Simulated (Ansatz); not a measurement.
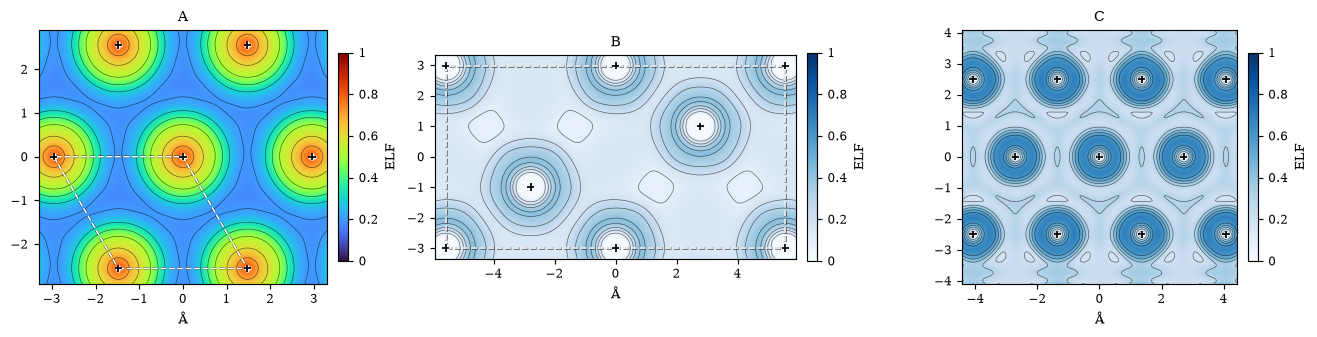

The electron localisation function of 3 systems, each on a plane through atoms (crosses mark nuclei in the plane).

These are results of DFT, PBE, plane waves (420 eV) with PAW, scalar-relativistic in Ansatz, not measurements.

System 1: Au, the (001) plane of the conventional cell. Space group P6₃/mmc; set up as Au, hcp; a generated structure, not necessarily the stable one; changed on purpose from its base cell (volume × 1.04); computed pressure about −5 GPa in this cell.

```yaml
crystal:
  lattice:
    - [2.95400, 0.00000, 0.00000]
    - [-1.47700, 2.55824, 0.00000]
    - [0.00000, 0.00000, 4.94945]
  atoms:
    - { symbol: Au, position: [0.33333, 0.66667, 0.25000] }
    - { symbol: Au, position: [0.66667, 0.33333, 0.75000] }
```

System 2: Tl, the (110) plane of the conventional cell. Space group P6₃/mmc; set up as Tl, dhcp; a generated structure, not necessarily the stable one; changed on purpose from its base cell (volume × 0.92); computed pressure about 3 GPa in this cell.

```
CELL_PARAMETERS angstrom
3.45147 0.00000 0.00000
-1.72573 2.98906 0.00000
0.00000 0.00000 11.13734
ATOMIC_POSITIONS crystal
Tl 0.00000 0.00000 0.00000
Tl 0.00000 0.00000 0.50000
Tl 0.33333 0.66667 0.25000
Tl 0.66667 0.33333 0.75000
```

System 3: Ru, the (110) plane of the conventional cell. Space group P6/mmm; set up as Ru, omega (AlB2-type); a generated structure, not necessarily the stable one; changed on purpose from its base cell (volume × 1.04); computed pressure about −10 GPa in this cell; computed without spin polarisation.

```
CELL_PARAMETERS angstrom
4.32586 0.00000 0.00000
-2.16293 3.74630 0.00000
0.00000 0.00000 2.71850
ATOMIC_POSITIONS crystal
Ru 0.00000 0.00000 0.00000
Ru 0.33333 0.66667 0.50000
Ru 0.66667 0.33333 0.50000
```

Which map belongs to which system?

Panel A is system 1, Au: the plane holds Au. Au–Au (2.95 Å): the ELF is about 0.20 at the midpoint (no localised pair shows between them). Panel B is system 2, Tl: the plane holds Tl. Tl–Tl (3.42 Å): the ELF is about 0.15 at the midpoint: no localised pair shows between them. Panel C is system 3, Ru: the plane holds Ru. Ru–Ru (2.72 Å): the ELF is about 0.30 at the midpoint.
